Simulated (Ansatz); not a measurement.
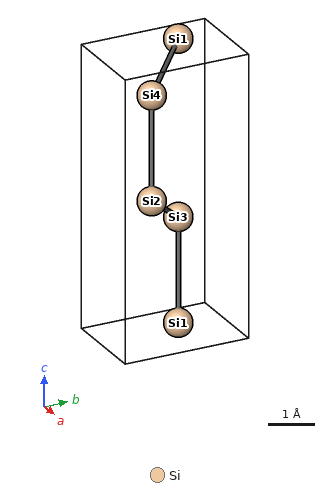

**Figure 1.** The structure as given in the input (ball-and-stick view of the cell of the calculation, seen slightly off an axis; atoms are numbered from 1 in the order of the input). Near neighbours in the crystal (not all of them lie inside the picture): Si has 4 Si at 2.34 to 2.37 Å.

## Si: a changed input and its effect

System: Si (4 atoms in the cell).
Method of run A: DFT, r2SCAN, plane waves, PAW, no spin polarisation (Ansatz 0.2.0).

The structure was built on a prototype by a generator. The geometry comes from this level: r2SCAN (a point of a series of strains). Text and figures count atoms from 1; the logs count them from 0 in places.

Input, run A:
```yaml
crystal:
  lattice:
    - [3.7938082634, 0.0, 0.0]
    - [-1.8969041317, 3.2855343332, 0.0]
    - [0.0, 0.0, 6.3620883869]
  atoms:
    - { symbol: Si, position: [0.3333333333, 0.6666666667, 0.001436325] }
    - { symbol: Si, position: [0.6666666667, 0.3333333333, 0.501436325] }
    - { symbol: Si, position: [0.3333333333, 0.6666666667, 0.373563675] }
    - { symbol: Si, position: [0.6666666667, 0.3333333333, 0.873563675] }
kpoints:
  mp_grid: { grid: [12, 12, 4] }
  band_path:
    path:
      - [0.0, 0.0, 0.0]
      - [0.5, 0.0, 0.0]
      - [0.3333333333, 0.3333333333, 0.0]
      - [0.0, 0.0, 0.5]
      - [0.5, 0.0, 0.5]
      - [0.3333333333, 0.3333333333, 0.5]
      - [0.0, 0.5, 0.0]
    npoints: 1
hamiltonian:
  xc: r2scan
scf:
  occupations: { method: fixed }
  n_extra_bands: 5
output:
  forces: true
  stress: true
  eigenvalues: true
```

Launched with:
```bash
ansatz run input.yaml --threads 2 --pin off --max-ram 18432MiB --backend cpu --events-out ev --progress --plain --runs-dir out
```

Hardware: 2 threads of AMD EPYC (Zen 3), 264 GiB of memory available, shared host.

Output, shortened to warnings, some set-up lines, iterations and results (run A):
```
Basis set: ecut = 500 eV, 1991 PW (Γ), exchange–correlation on 120×120×192 points (64 copies of the dense FFT grid, shifted against one another)
Symmetry: 24 space group operations
k-points: 57 of 576
Initial density: superposition of atomic densities (neutral atoms: chi_scale 0, normalization atom), corrected by the library's trained network
[...]
SCF iter   1: F=—  HF=-2556.170280 eV  |F-HF|=—  |Δ(HF+E_count)|=         —  Δρ=3.63e-3  dr2=7.75e-3  dr2_τ=2.59e-2  ethr=1.77e-3  ⟨swp⟩=4.6  Hψ=4231  notcnv=0  defer=149
SCF iter   2: F=—  HF=-2556.203523 eV  |F-HF|=—  |Δ(HF+E_count)|=   3.32e-2  Δρ=2.07e-3  dr2=2.30e-3  dr2_τ=1.15e-5  ethr=4.84e-5  ⟨swp⟩=2.0  Hψ=1774  notcnv=0  defer=166
SCF iter   3: F=—  HF=-2556.203431 eV  |F-HF|=—  |Δ(HF+E_count)|=   9.25e-5  Δρ=2.28e-4  dr2=3.13e-5  dr2_τ=1.34e-6  ethr=1.44e-5  ⟨swp⟩=2.9  Hψ=1027  notcnv=0  defer=167
SCF iter   4: F=—  HF=-2556.203444 eV  |F-HF|=—  |Δ(HF+E_count)|=   1.32e-5  Δρ=4.63e-5  dr2=7.09e-7  dr2_τ=1.64e-8  ethr=1.96e-7  ⟨swp⟩=2.2  Hψ=1104  notcnv=0  defer=137
SCF iter   5: F=-2556.203445 eV  HF=-2556.203445 eV  |F-HF|=1.05e-7  |Δ(HF+E_count)|=   1.24e-6  Δρ=1.25e-5  dr2=4.56e-8  dr2_τ=1.10e-9  ethr=4.43e-9  ⟨swp⟩=2.6  Hψ=1169  …
SCF iter   6: F=-2556.203445 eV  HF=-2556.203445 eV  |F-HF|=1.13e-9  |Δ(HF+E_count)|=   1.15e-7  Δρ=1.63e-6  dr2=1.15e-9  dr2_τ=1.87e-11  ethr=2.85e-10  ⟨swp⟩=7.9  Hψ=5160  …
SCF 1 converged in 6 iterations: F = -2556.203445 eV  dr2 = 1.15e-9
NSCF: frozen V_eff on 7 k-points
SCF converged after 6 iterations
Free energy (F): -2556.203445 eV
Harris-Foulkes:  -2556.203445 eV  (|F-HF|=1.13e-9)
Internal energy: -2556.203445 eV  (E = F + TS)
E sigma→0 (E₀):  -2556.203445 eV
Fermi energy:    6.572629 eV
--- Per-component energies (eV) ---
  E_band       = 14.958315
  E_kinetic    = 162.771919
  E_local      = -106.483611  (includes V_loc(G=0)·N_el)
  E_nonlocal   = 100.424724
  E_hartree    = 30.094308
  E_xc         = -206.530745
  E_vxc        = -199.669540  (∫ρ·V_xc dr)
  E_paw        = -2078.151960  (= ΣΔE_a)
  E_vpaw       = -10.082641  (= ΣTr[D̂ρ^β])
  E_aug_tail   = 0.000017  (compensation charges beyond the density's cutoff)
  E_vtau       = 7.808791  (kinetic-family band-sum trace: ∫τ·v_τ [+ j·A + Jᵃ·Aᵃ] dr)
  E_ewald      = -458.022368
  E_core_change = -0.305732  (= ΣΔE_core)
  E_smearing   = -0.000000  (= −TS)
  E_closure    = -0.000000  (closes the sum)
  Σ components = -2556.203445   (vs F -2556.203445, Δ=0.00e0)
--- Forces (eV/Å), atoms counted from 1 ---
  atom   1  Si    -0.00000000    -0.00000000    -0.00013986
  atom   2  Si    -0.00000000     0.00000000    -0.00013986
  atom   3  Si    -0.00000000    -0.00000000     0.00013986
  atom   4  Si     0.00000000     0.00000000     0.00013986
  max |Σ_I F_I| component: 2.78e-17 eV/Å
--- Stress (GPa, compression-positive) ---
        2.486066       0.000000       0.000000
        0.000000       2.486066       0.000000
        0.000000       0.000000      -0.000247
  P = ⅓ Tr σ = 1.6573 GPa (16.573 kbar)
```

The input of run B differs as follows (lines with − go, lines with + come):
```diff
-  xc: r2scan
+  xc: pbe
-  occupations: { method: fixed }
+  occupations: { method: fermi_dirac, width: 0.02 }
```

Predict how the results change.

The total energies belong to different methods, so their difference says nothing on which is more stable or more accurate. The gap on the mesh goes from 0.61 to 0.43 eV. The pressure goes from 1.66 to 2.87 GPa. The functional changes from r2SCAN to PBE. The number of SCF iterations is the same. The default cutoff goes from 500 to 420 eV with the change. The plane waves at Γ go from 1991 to 1557.

Output, shortened to warnings, some set-up lines, iterations and results (run B):
```
Basis set: ecut = 420 eV, 1557 PW (Γ), exchange–correlation on 54×54×90 points (8 copies of the dense FFT grid, shifted against one another)
Symmetry: 24 space group operations
k-points: 57 of 576
Initial density: superposition of atomic densities (neutral atoms: chi_scale 0, normalization atom), corrected by the library's trained network
[...]
SCF iter   1: F=—  HF=-2543.168688 eV  |F-HF|=—  |Δ(HF+E_count)|=         —  Δρ=1.17e-3  dr2=1.04e-3  ethr=1.77e-3  ⟨swp⟩=7.0  Hψ=5484  notcnv=0
SCF iter   2: F=—  HF=-2543.169624 eV  |F-HF|=—  |Δ(HF+E_count)|=   9.37e-4  Δρ=5.04e-4  dr2=1.42e-4  ethr=6.53e-6  ⟨swp⟩=2.1  Hψ=1801  notcnv=0  defer=23
SCF iter   3: F=—  HF=-2543.169913 eV  |F-HF|=—  |Δ(HF+E_count)|=   2.89e-4  Δρ=1.18e-4  dr2=7.12e-6  ethr=8.85e-7  ⟨swp⟩=2.0  Hψ=1208  notcnv=0  defer=23
SCF iter   4: F=—  HF=-2543.169930 eV  |F-HF|=—  |Δ(HF+E_count)|=   1.72e-5  Δρ=8.71e-6  dr2=8.75e-8  ethr=4.45e-8  ⟨swp⟩=2.1  Hψ=1131  notcnv=0  defer=23
SCF iter   5: F=-2543.169930 eV  HF=-2543.169930 eV  |F-HF|=9.19e-9  |Δ(HF+E_count)|=   1.45e-7  Δρ=2.50e-6  dr2=4.46e-9  ethr=5.47e-10  ⟨swp⟩=2.1  Hψ=1150  notcnv=0  defer=23
SCF iter   6: F=-2543.169930 eV  HF=-2543.169930 eV  |F-HF|=6.55e-11  |Δ(HF+E_count)|=   1.09e-8  Δρ=1.82e-7  dr2=1.82e-11  ethr=2.79e-11  ⟨swp⟩=5.0  Hψ=3362  notcnv=0
SCF 1 converged in 6 iterations: F = -2543.169930 eV  dr2 = 1.82e-11
NSCF: frozen V_eff on 7 k-points
SCF converged after 6 iterations
Free energy (F): -2543.169930 eV
Harris-Foulkes:  -2543.169930 eV  (|F-HF|=6.55e-11)
Internal energy: -2543.169930 eV  (E = F + TS)
E sigma→0 (E₀):  -2543.169930 eV
Entropy (-TS):   -0.000000 eV (-0.000 meV/atom)
Fermi energy:    6.836700 eV
--- Per-component energies (eV) ---
  E_band       = 19.853728
  E_kinetic    = 162.313226
  E_local      = -109.365247  (includes V_loc(G=0)·N_el)
  E_nonlocal   = 104.243981
  E_hartree    = 30.091956
  E_xc         = -221.136023
  E_vxc        = -187.482819  (∫ρ·V_xc dr)
  E_paw        = -2051.295478  (= ΣΔE_a)
  E_vpaw       = -10.039336  (= ΣTr[D̂ρ^β])
  E_aug_tail   = 0.000024  (compensation charges beyond the density's cutoff)
  E_ewald      = -458.022368
  E_smearing   = -0.000000  (= −TS)
  E_closure    = 0.000000  (closes the sum)
  Σ components = -2543.169930   (vs F -2543.169930, Δ=0.00e0)
--- Forces (eV/Å), atoms counted from 1 ---
  atom   1  Si    -0.00000000    -0.00000000     0.00600016
  atom   2  Si     0.00000000     0.00000000     0.00600016
  atom   3  Si     0.00000000    -0.00000000    -0.00600016
  atom   4  Si    -0.00000000     0.00000000    -0.00600016
  max |Σ_I F_I| component: 1.85e-17 eV/Å
--- Stress (GPa, compression-positive) ---
        3.700301       0.000000       0.000000
        0.000000       3.700301       0.000000
        0.000000       0.000000       1.205597
  P = ⅓ Tr σ = 2.8687 GPa (28.687 kbar)
```

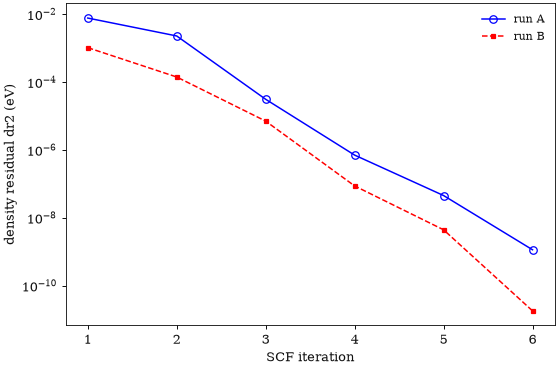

**Figure 2.** Convergence of the two runs: density residual dr2 against the SCF iteration. Run A takes 6 iterations in all, and run B takes 6.

The two runs side by side:

| quantity | run A | run B |
| --- | --- | --- |
| outcome | converged | converged |
| free energy per atom (eV) | −639.0509 | −635.7925 |
| gap on the mesh (eV) | 0.61 | 0.43 |
| pressure (GPa) | 1.66 | 2.87 |
| largest force (eV/Å) | 0.000 | 0.006 |
| SCF iterations | 6 | 6 |
| irreducible k-points | 57 | 57 |
| plane waves at Γ | 1991 | 1557 |
| wall time (shared host) | 3.3 s | 1.6 s |
